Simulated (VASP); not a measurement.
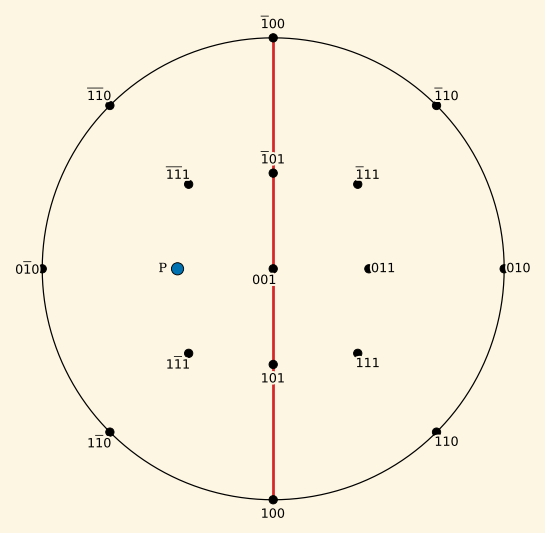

Stereographic projection of plane normals (upper hemisphere) centred on (0 0 1). Crystal: HfN, a cell listed in the Materials Project, as set up for an electronic-structure calculation. Geometry calculated from the standardised cell; symmetry tolerance 0.002 Å.

a = 4.910 Å, b = 4.910 Å, c = 4.910 Å, α = 90.00°, β = 90.00°, γ = 90.00°.

Index the pole marked P.

P is (0 −1 1), 45.0° from the centre.

Which zone does the coloured great circle trace?

The zone [0 1 0]: its poles satisfy k = 0.

What is the angle between the normals of (−1 −1 1) and (1 −1 0), and what are their d_hkl = 1/|g|?

90.0°; d = 2.835 Å and 3.472 Å.
